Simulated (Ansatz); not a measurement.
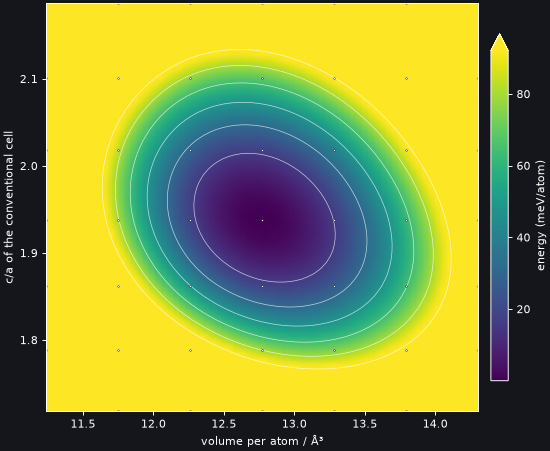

TaN (P6_3mc, No. 186; 4 atoms in the cell). The energy is mapped over volume and the cell's shape. Coordinates scanned: (1) volume per atom; (2) c/a of the conventional cell. Nothing is relaxed (fractional coordinates fixed). The scan uses a 7 × 7 grid. Points are written as (first, second). All energies are given in meV/atom relative to the lowest grid point. Method: DFT PBEsol, scalar-relativistic, plane waves, PAW in Ansatz. Settings: cutoff 520 eV, k-mesh 18×18×8 in the order of the run's cell vectors, gaussian smearing 0.15 eV, no spin polarisation.

Drawn: a smooth colour map with a few white contour lines, dots at the grid points, one colour for all values above the top of the scale. Between grid points the surface is interpolated.

Question: Estimate the position of the minimum and the force constants in these coordinates.

Answer: The interpolated minimum is at volume per atom ≈ 12.77 Å³, c/a of the conventional cell ≈ 1.938. The curvatures there are about 0.54 eV/(Å³)² and 25 eV, with a cross term of about 0.81 eV/Å³ (per cell of 4 atoms). Round the minimum the valley is somewhat tilted: raising volume per atom shifts the best value of c/a of the conventional cell downwards (coupling k₁₂/√(k₁₁k₂₂) about 0.2).

PAW datasets: the set soft_1.
